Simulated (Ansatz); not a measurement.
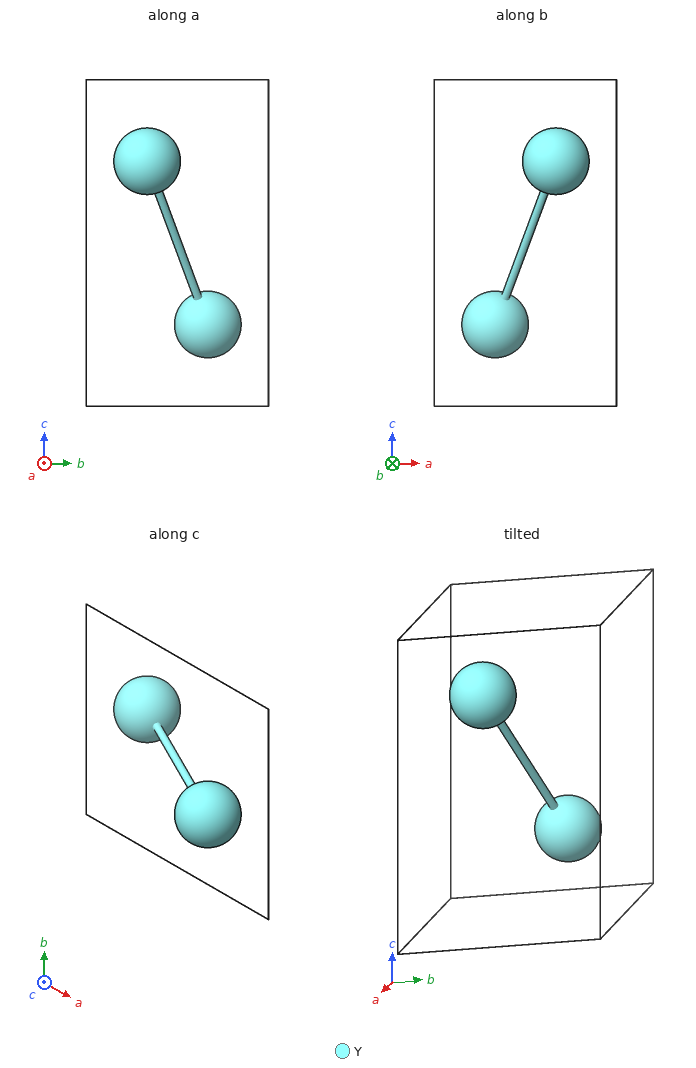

Structure drawing (ball-and-stick), viewed along the a axis, along the b axis, along the c axis and slightly off an axis. Thin lines show the conventional unit cell, with boundary atoms drawn in all their periodic places.

Lattice parameters: a = 3.7518 Å, b = 3.7518 Å, c = 5.8230 Å, α = 90.000°, β = 90.000°, γ = 120.000°.

From the views, write a CIF with its space group and independent sites.

Answer.
```cif
data_structure
_symmetry_space_group_name_H-M 'P 63/m m c'
_symmetry_Int_Tables_number 194
_cell_length_a 3.7518
_cell_length_b 3.7518
_cell_length_c 5.8230
_cell_angle_alpha 90.000
_cell_angle_beta 90.000
_cell_angle_gamma 120.000
_cell_volume 70.98
loop_
_atom_site_label
_atom_site_type_symbol
_atom_site_symmetry_multiplicity
_atom_site_Wyckoff_symbol
_atom_site_fract_x
_atom_site_fract_y
_atom_site_fract_z
_atom_site_occupancy
Y1 Y 2 c 0.6667 0.3333 0.7500 1
```

The structure was taken from a structure type filled with this element by a generator (whether the element takes this form wasn't checked). Earlier steps of the study may have refined or changed the cell and positions. It was the input of a calculation with Ansatz.
